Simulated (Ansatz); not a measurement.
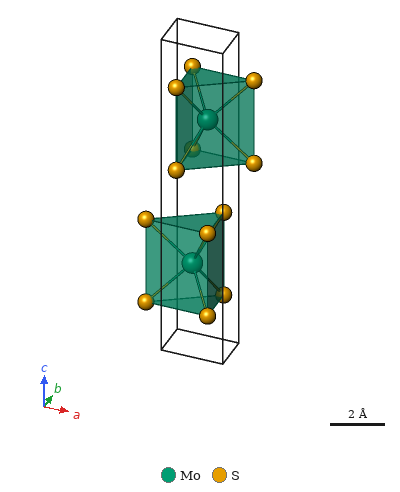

**Figure 1.** The input geometry (polyhedral view of the cell of the calculation, seen slightly off an axis; polyhedra are completed across the faces of the cell).

**Band-structure calculation, with input and output: MoS2 (part 1 of 2)**

System: MoS2 (P6₃/mmc, 6 atoms in the cell).
Method: DFT, HSE06, plane waves, PAW, no spin polarisation (Ansatz 0.2.0).

The structure was built on a prototype by a generator. The geometry comes from this level: r2scan-rvv10 (a point of a series of strains). It belongs to a series of runs on one base structure; here: hydrostatic strain -4.0%. Figures and captions count atoms from 1; the log counts them from 0 in places.

### The input
```yaml
crystal:
  lattice:
    - [3.0460991321, 0.0, 0.0]
    - [-1.5230495661, 2.6379992309, 0.0]
    - [0.0, 0.0, 11.9384601209]
  atoms:
    - { symbol: Mo, position: [0.3333333333, 0.6666666667, 0.25] }
    - { symbol: Mo, position: [0.6666666667, 0.3333333333, 0.75] }
    - { symbol: S, position: [0.6666666667, 0.3333333333, 0.3831236221] }
    - { symbol: S, position: [0.6666666667, 0.3333333333, 0.1168763779] }
    - { symbol: S, position: [0.3333333333, 0.6666666667, 0.8831236221] }
    - { symbol: S, position: [0.3333333333, 0.6666666667, 0.6168763779] }
kpoints:
  mp_grid: { grid: [6, 6, 2] }
  band_path:
    path:
      - [0.0, 0.0, 0.0]
      - [0.5, 0.0, 0.0]
      - [0.3333333333, 0.3333333333, 0.0]
      - [0.0, 0.0, 0.5]
      - [0.5, 0.0, 0.5]
      - [0.3333333333, 0.3333333333, 0.5]
      - [0.179688, 0.182292, 0.0]
    npoints: 1
hamiltonian:
  xc: hse06
scf:
  occupations: { method: fixed }
  n_extra_bands: 5
output:
  forces: true
  stress: true
  eigenvalues: true
  write_density: true
  write_potential: true
  elf: true
  volumetric_format: npy
```

### Log
```
Warning: output.stress: scf.convergence.dr2_threshold = 1e-7 eV (the SCF's general default) is looser than the 6e-10 eV advised for a printed stress (1e-10 eV for each atom of the cell: 6). What an SCF threshold leaves in a stress goes as its square root, and in the free energy as the threshold itself, and one threshold admits the most on a small cell: of the crystals measured, under no hybrid functional and no lock of the moments, on runs that ended without the residual-converged pass, on stresses that held no estimate of that error, the worst erred by over 100 MPa in a component at 1e-7 eV an atom and by under 5 at 1e-10. Set scf.convergence.dr2_threshold to 6e-10 eV or tighter. The threshold is an SCF's pass mark: one that does not reach it within its budget of iterations ends unconverged, or closes short of it on a stop that the run arms, and scf.convergence.dr2_threshold's page says what that costs each kind of run
Warning: output.stress: scf.exx.energy_threshold = 1e-6 eV is looser than the 6e-8 eV advised for a stress under a hybrid functional (1e-8 eV for each atom of the cell: 6). Every SCF of the exchange loop can meet its threshold on dr2 while the loop round them stops early: no threshold on dr2 bounds what that leaves in the stress. Set scf.exx.energy_threshold to 6e-8 eV or tighter. The threshold is the loop's pass mark: a loop that does not reach it within its budget of cycles ends unconverged, and scf.exx.energy_threshold's page has the law
scf.n_extra_bands = 5 over 26 filled bands (N_el = 52.0): the run solves 31 bands
Engine: ansatz 0.2.0, x86_64-unknown-linux-gnu
Pseudopotentials: kind: paw
Pseudopotential: Mo, paw, valence charge 14, recommended cutoff 420 eV (normal), Mo.paw.azcp
Pseudopotential: S, paw, valence charge 6, recommended cutoff 420 eV (normal), S.paw.azcp
Functional definition: HSE06
  parameter a = 0.25
  parameter omega = 0.11/bohr
  exchange = pbe_x - a*pbe_x_sr(omega) + a*exact_x_sr(omega)
  correlation = pbe_c
davidson cushion auto → on  (no smearing: the cushion is to keep the highest requested band from converging to the state above it; pin scf.eigensolver.cushion to override)
Crystal: 6 atoms, lattice volume = 95.933 Å³
Basis set: ecut = 420 eV, 1839 PW (Γ), exchange–correlation on 48×48×160 points (8 copies of the dense FFT grid, shifted against one another)
Bands: 31, of which v1, the nominal top of the filled ones, is band 26 counted from 1 (25 counted from 0)
Symmetry: 24 space group operations
Space group: P63/mmc (ITA 194), of the structure as read, at distance tolerance 4.6e-5 Å
k-points: 14 of 72
Non-local potential: Mo, projectors of the file, l = 0: 3, l = 1: 2, l = 2: 2, l = 3: 1
Non-local potential: S, projectors of the file, l = 0: 2, l = 1: 2, l = 2: 2
PAW form: soft (Blöchl's): semilocal exchange-correlation on the pseudo side does not see the compensation charge
PAW frozen core: Mo, regenerated for the run's functional, and the local potential with it (the file was generated under x = pbe(κ = 0.804, μ = 0.2195149727645171), c = pbe(β = 0.06672455060314922))
PAW frozen core: S, regenerated for the run's functional, and the local potential with it (the file was generated under x = pbe(κ = 0.804, μ = 0.2195149727645171), c = pbe(β = 0.06672455060314922))
PAW one-centre angular grid: Mo, 590 points (default); XC on 64 Gauss nodes
PAW one-centre angular grid: S, 110 points (default); XC on 64 Gauss nodes
Initial density: superposition of atomic densities (neutral atoms: chi_scale 0, normalization atom), corrected by the library's trained network
Initial wavefunctions: pseudopotential atomic-orbital guess
Functional: x = pbe(κ = 0.804, μ = 0.2195149727645171), c = pbe(β = 0.06672455060314922), warm-up for x = pbe(κ = 0.804, μ = 0.2195149727645171) + 0.25 (exact − pbe) at short range (hse, ω = 0.20786987370883472 Å⁻¹), c = pbe(β = 0.06672455060314922); HSE06 as pw.x's `hse` composes it (authors' and Libxc's form: `xc: wpbeh`)
SCF iter   1: F=—  HF=-13525.002901 eV  |F-HF|=—  |Δ(HF+E_count)|=         —  Δρ=6.55e-3  dr2=1.70e-2  ethr=1.77e-3  ⟨swp⟩=6.2  Hψ=1890  notcnv=0
preconditioner: auto → none  [insulator: Δε(μ)=0.721 eV  Ē_g=8.017 eV  n_scr=26 (ndim 8)  ℏωp=22.7 eV  f_vac=0.002]
SCF iter   2: F=—  HF=-13525.016893 eV  |F-HF|=—  |Δ(HF+E_count)|=   1.40e-2  Δρ=4.84e-3  dr2=4.55e-2  ethr=3.26e-5  ⟨swp⟩=4.1  Hψ=1313  notcnv=0
SCF iter   3: F=—  HF=-13525.014457 eV  |F-HF|=—  |Δ(HF+E_count)|=   2.44e-3  Δρ=3.33e-3  dr2=1.63e-2  ethr=3.26e-5  ⟨swp⟩=3.9  Hψ=1198  notcnv=0
SCF iter   4: F=—  HF=-13525.014813 eV  |F-HF|=—  |Δ(HF+E_count)|=   3.56e-4  Δρ=1.36e-3  dr2=2.93e-3  ethr=3.14e-5  ⟨swp⟩=2.3  Hψ=970  notcnv=0
iter 5 solved again at ethr=1.81e-7 eV; its pass at ethr=5.63e-6 eV (dr2=9.42e-5 eV) is discarded
SCF iter   5: F=—  HF=-13525.014918 eV  |F-HF|=—  |Δ(HF+E_count)|=   1.05e-4  Δρ=2.90e-4  dr2=8.83e-5  ethr=1.81e-7  ⟨swp⟩=3.0  Hψ=2080  notcnv=0
SCF iter   6: F=-13525.014932 eV  HF=-13525.014934 eV  |F-HF|=1.75e-6  |Δ(HF+E_count)|=   1.59e-5  Δρ=5.00e-5  dr2=3.09e-6  ethr=1.70e-7  ⟨swp⟩=2.6  Hψ=982  notcnv=0
SCF 1 stopped early in 6 iterations: F = -13525.014932 eV  dr2 = 3.09e-6
  greatest PAW one-centre occupation: 0.998 electrons in one spin orbital (limit 2), on the Mo atom at site 1 (counted from 0), in its partial waves of l = 0
Initial density: handed on by an earlier stage of this run
Initial wavefunctions: those handed on with the density
Functional: x = pbe(κ = 0.804, μ = 0.2195149727645171) + 0.25 (exact − pbe) at short range (hse, ω = 0.20786987370883472 Å⁻¹), c = pbe(β = 0.06672455060314922); HSE06 as pw.x's `hse` composes it (authors' and Libxc's form: `xc: wpbeh`)
Exchange kernel: α = 0.2500, screened, ω = 0.2079 Å⁻¹, Wigner–Seitz truncation, v(0) = 1043.1680 eV·Å³, q-mesh 6×6×2, nearest image of the exchange supercell L = 18.28 Å, pair-density grid 15×15×54, without the augmentation charges, whose exchange is taken in its separable form by FFT convolution over the k-point mesh (sized by the pseudopotential files, 18×18×80 at the most), smooth part of the exact exchange by density-matrix convolution in up to 2.88 GiB of GPU memory as planned if the GPU has room (build and FFT work areas not counted)
Frozen-core exchange: fock
SCF iter   1: F=—  HF=-13531.259115 eV  |F-HF|=—  |Δ(HF+E_count)|=         —  Δρ=1.10e-2  dr2=2.23e-1  ethr=5.94e-8  ⟨swp⟩=7.8  Hψ=2654  notcnv=0
preconditioner: auto → none  [insulator: Δε(μ)=1.211 eV  Ē_g=9.467 eV  n_scr=26 (ndim 8)  ℏωp=22.7 eV  f_vac=0.003]
SCF iter   2: F=—  HF=-13531.296518 eV  |F-HF|=—  |Δ(HF+E_count)|=   3.74e-2  Δρ=1.24e-2  dr2=5.20e-1  ethr=5.94e-8  ⟨swp⟩=7.1  Hψ=2556  notcnv=0  recentre
SCF iter   3: F=—  HF=-13531.215126 eV  |F-HF|=—  |Δ(HF+E_count)|=   8.14e-2  Δρ=3.73e-3  dr2=1.92e-2  ethr=5.94e-8  ⟨swp⟩=6.9  Hψ=2393  notcnv=0
SCF iter   4: F=—  HF=-13531.227941 eV  |F-HF|=—  |Δ(HF+E_count)|=   1.28e-2  Δρ=2.04e-3  dr2=5.73e-3  ethr=5.94e-8  ⟨swp⟩=5.0  Hψ=1983  notcnv=0
SCF iter   5: F=—  HF=-13531.226708 eV  |F-HF|=—  |Δ(HF+E_count)|=   1.23e-3  Δρ=5.64e-4  dr2=2.22e-4  ethr=5.94e-8  ⟨swp⟩=5.0  Hψ=1791  notcnv=0
SCF iter   6: F=—  HF=-13531.227558 eV  |F-HF|=—  |Δ(HF+E_count)|=   8.50e-4  Δρ=3.12e-4  dr2=2.50e-4  ethr=5.94e-8  ⟨swp⟩=4.0  Hψ=1566  notcnv=0
SCF iter   7: F=-13531.227512 eV  HF=-13531.227512 eV  |F-HF|=9.99e-8  |Δ(HF+E_count)|=   4.59e-5  Δρ=2.43e-5  dr2=4.08e-6  ethr=5.94e-8  ⟨swp⟩=4.0  Hψ=1291  notcnv=0
SCF 2 stopped early in 7 iterations: F = -13531.227512 eV  dr2 = 4.08e-6
  Residual-converged pass: ⟨swp⟩=4.0  Hψ=1434  notcnv=0  max |occ|·‖R‖ = 6.6e-6 eV (tolerance 6.7e-6 eV)  dr2=4.10e-6  dr2_onsite=2.45e-8  max |Δocc| = 0.0e0
hybrid outer 1: dexx = +2.156e-2 eV, tail = 3.08e-5 eV
Exchange kernel: α = 0.2500, screened, ω = 0.2079 Å⁻¹, Wigner–Seitz truncation, v(0) = 1043.1680 eV·Å³, q-mesh 6×6×2, nearest image of the exchange supercell L = 18.28 Å, pair-density grid 15×15×54, without the augmentation charges, whose exchange is taken in its separable form by FFT convolution over the k-point mesh (sized by the pseudopotential files, 18×18×80 at the most), smooth part of the exact exchange by density-matrix convolution in up to 2.88 GiB of GPU memory as planned if the GPU has room (build and FFT work areas not counted)
Frozen-core exchange: fock
SCF iter   1: F=—  HF=-13531.227505 eV  |F-HF|=—  |Δ(HF+E_count)|=         —  Δρ=5.94e-5  dr2=1.63e-6  ethr=2.96e-7  ⟨swp⟩=3.0  Hψ=1103  notcnv=0
preconditioner: auto → none  [insulator: Δε(μ)=1.262 eV  Ē_g=9.368 eV  n_scr=26 (ndim 8)  ℏωp=22.7 eV  f_vac=0.004]
SCF iter   2: F=—  HF=-13531.227505 eV  |F-HF|=—  |Δ(HF+E_count)|=   3.51e-7  Δρ=1.88e-5  dr2=3.87e-7  ethr=2.61e-9  ⟨swp⟩=3.7  Hψ=1221  notcnv=0
SCF iter   3: F=—  HF=-13531.227508 eV  |F-HF|=—  |Δ(HF+E_count)|=   3.23e-6  Δρ=1.15e-5  dr2=1.13e-7  ethr=1.29e-10  ⟨swp⟩=4.9  Hψ=1542  notcnv=0
SCF iter   4: F=—  HF=-13531.227508 eV  |F-HF|=—  |Δ(HF+E_count)|=   3.06e-8  Δρ=1.07e-6  dr2=7.87e-8  ethr=1.29e-10  ⟨swp⟩=3.0  Hψ=1161  notcnv=0
SCF iter   5: F=—  HF=-13531.227509 eV  |F-HF|=—  |Δ(HF+E_count)|=   3.58e-7  Δρ=3.95e-6  dr2=2.50e-8  ethr=1.45e-12 (applied; sched 1.00e-12)  ⟨swp⟩=6.3  Hψ=1780  notcnv=0
SCF iter   6: F=-13531.227509 eV  HF=-13531.227509 eV  |F-HF|=2.51e-9  |Δ(HF+E_count)|=   4.20e-8  Δρ=1.75e-6  dr2=3.36e-9  ethr=1.43e-12 (applied; sched 1.00e-12)  ⟨swp⟩=5.6  Hψ=1594  notcnv=0
SCF 3 converged in 6 iterations: F = -13531.227509 eV  dr2 = 3.36e-9
  Residual-converged pass: ⟨swp⟩=2.0  Hψ=843  notcnv=0  max |occ|·‖R‖ = 7.7e-7 eV (tolerance 7.7e-7 eV)  dr2=3.36e-9  dr2_onsite=9.38e-11  max |Δocc| = 0.0e0
```

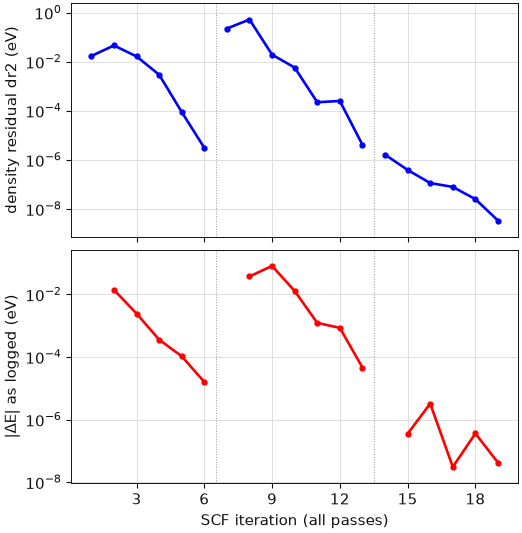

**Figure 2.** Convergence of the self-consistent field: density residual dr2 and size of the energy change against the SCF iteration. The run starts with a semilocal functional; after that each stretch between dotted lines is one SCF of the hybrid functional between two exact rebuilds of the exchange operator by the outer loop. Early passes are stopped at a loose threshold. The passes take 6, 7 and 6 iterations.

```
hybrid outer 2: dexx = +5.640e-6 eV, tail = 2.38e-8 eV, Δε = 1.70e-3 eV (about 4.47e-5 eV left of the loop's levels), ΔF = 2.15e-3 eV/Å (tail 4.36e-4)
the search or the solves at the SCF's close seem to have found levels that the self-consistency loop had missed (the run counts 1). By its estimate they hold under 1e-12 electrons; where the run keeps them, the occupations were computed again with them
NSCF: frozen V_eff on 7 k-points
hybrid SCF converged: 2 outer / 13 inner (+6 warm-up), last move |dexx| = 5.64e-6 eV, tail = 2.38e-8 eV
Stability not checked: this state was not tested for a lower state beside it, because the functional holds exact exchange (a hybrid, or Hartree-Fock), whose exchange loop this test does not read (fock_operator; see scf.lower_state_search)
Free energy (F): -13531.227509 eV
Frozen-core exchange: fock
Harris-Foulkes:  -13531.227509 eV  (|F-HF|=2.51e-9)
Internal energy: -13531.227509 eV  (E = F + TS)
E sigma→0 (E₀):  -13531.227509 eV
Fermi energy:    12.320000 eV
--- Per-component energies (eV) ---
  E_band       = -311.363910
  E_kinetic    = 1319.833761
  E_local      = -3561.892671  (includes V_loc(G=0)·N_el)
  E_nonlocal   = 395.026153
  E_hartree    = 1369.863641
  E_xc         = -610.740938
  E_vxc        = -651.332264  (∫ρ·V_xc dr)
  E_exx        = -129.846186  (= α·E_x^exact, valence–valence)
  E_paw        = -8828.471226  (= ΣΔE_a)
  E_vpaw       = -293.036651  (= ΣTr[D̂ρ^β])
  E_aug_tail   = 0.000072  (compensation charges beyond the density's cutoff)
  E_ewald      = -3483.748232
  E_core_change = -1.251883  (= ΣΔE_core)
  E_smearing   = -0.000000  (= −TS)
  E_closure    = 0.000000  (closes the sum)
  Σ components = -13531.227509   (vs F -13531.227509, Δ=0.00e0)
--- Forces (eV/Å), atoms counted from 1 ---
  atom   1  Mo     0.00000000     0.00000000     0.00000000
  atom   2  Mo    -0.00000000    -0.00000000     0.00000000
  atom   3  S     -0.00000000    -0.00000000    -0.40417152
  atom   4  S     -0.00000000    -0.00000000     0.40417152
  atom   5  S      0.00000000     0.00000000    -0.40417152
  atom   6  S      0.00000000     0.00000000     0.40417152
  max |Σ_I F_I| component: 6.94e-18 eV/Å
--- Stress (GPa, compression-positive) ---
       11.962882       0.000000       0.000000
        0.000000      11.962882       0.000000
        0.000000       0.000000       2.574272
  P = ⅓ Tr σ = 8.8333 GPa (88.333 kbar)
--- Band table (eV; the first three rows and the last of 14) ---
  k-point 0: bands = ["-53.0177", "-53.0177", "-25.8628", "-25.8624", "-25.4132", "-25.4132", "-25.4132", "-25.4132", "-4.8070", "-4.2986", "-3.5137", "-2.7046", "4.0319", "5.5926", "7.7108", "8.8379", "8.8379", "8.8611", "8.8611", "10.2622", "10.2622", "10.3481", "10.3481", "10.5273", "11.0141", "12.3200", "15.5368", "15.5368", "15.5634", "15.5634", "15.5920"]
  k-point 1: bands = ["-53.0177", "-53.0177", "-25.8626", "-25.8626", "-25.4132", "-25.4132", "-25.4132", "-25.4132", "-4.6146", "-4.6146", "-3.0545", "-3.0545", "4.6613", "4.6613", "8.8492", "8.8492", "8.8492", "8.8492", "8.9855", "8.9855", "10.3050", "10.3050", "10.3050", "10.3050", "11.9592", "11.9592", "15.5261", "15.5261", "15.5261", "15.5261", "15.7623"]
  k-point 2: bands = ["-52.9984", "-52.9984", "-25.8278", "-25.8273", "-25.5878", "-25.5878", "-25.4523", "-25.4523", "-4.2803", "-3.7803", "-3.2376", "-2.5173", "4.6069", "6.1250", "7.1289", "7.8125", "7.9287", "8.6971", "9.3599", "9.4235", "9.5184", "9.6299", "10.0675", "10.6283", "11.0411", "11.4068", "14.5657", "15.0253", "15.1822", "15.2795", "15.4278"]
  k-point 13: bands = ["-52.9306", "-52.9306", "-25.9081", "-25.9081", "-25.8575", "-25.8575", "-25.7031", "-25.7031", "-1.7502", "-1.7502", "-1.5607", "-1.5607", "5.0600", "5.0600", "5.8917", "5.8917", "6.7346", "6.7346", "7.0704", "7.0704", "8.4134", "8.4134", "8.7850", "8.7850", "11.6655", "11.6655", "14.4682", "14.4682", "15.1993", "15.1993", "16.2998"]
```
